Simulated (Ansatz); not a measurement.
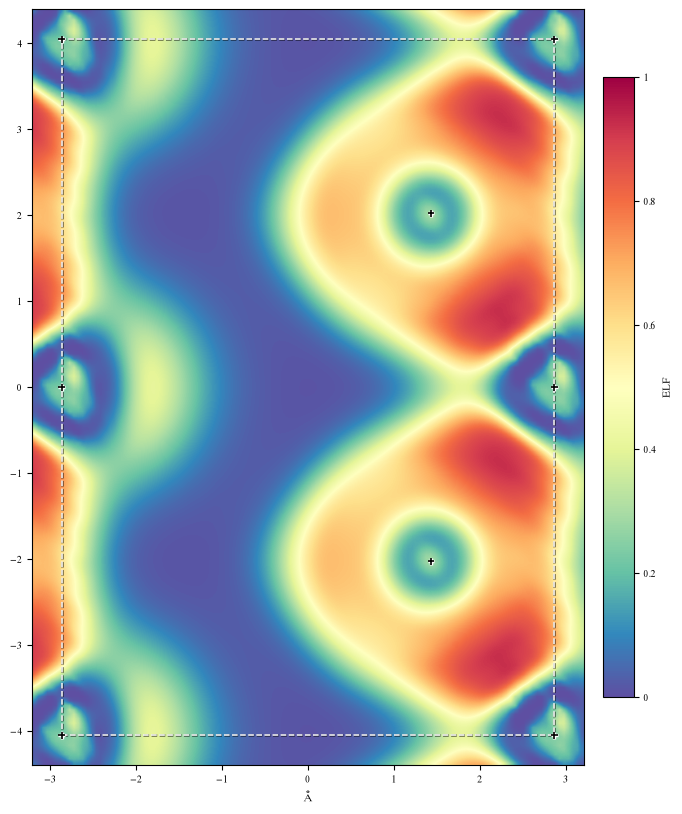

The ELF on a plane through atoms (crosses mark nuclei in the plane).

The calculation used DFT PBE, scalar-relativistic, plane waves, PAW (Ansatz).

Candidates:
A. W, a = 3.18 Å, b = 3.18 Å, c = 3.18 Å, α = 90.00°, β = 90.00°, γ = 90.00°. Space group Im-3m.
B. AlAs, a = 5.73 Å, b = 5.73 Å, c = 5.73 Å, α = 90.00°, β = 90.00°, γ = 90.00°. Space group F-43m.
C. WS2, a = 3.19 Å, b = 3.19 Å, c = 14.77 Å, α = 90.00°, β = 90.00°, γ = 120.00°. Space group P6₃/mmc.

Question: Which system is this?

Answer: Candidate B: AlAs on the (011) plane of the conventional cell, which holds Al and As. Al–As (2.48 Å): the ELF peaks at about 0.90 between the atoms: localised, covalent bonding.
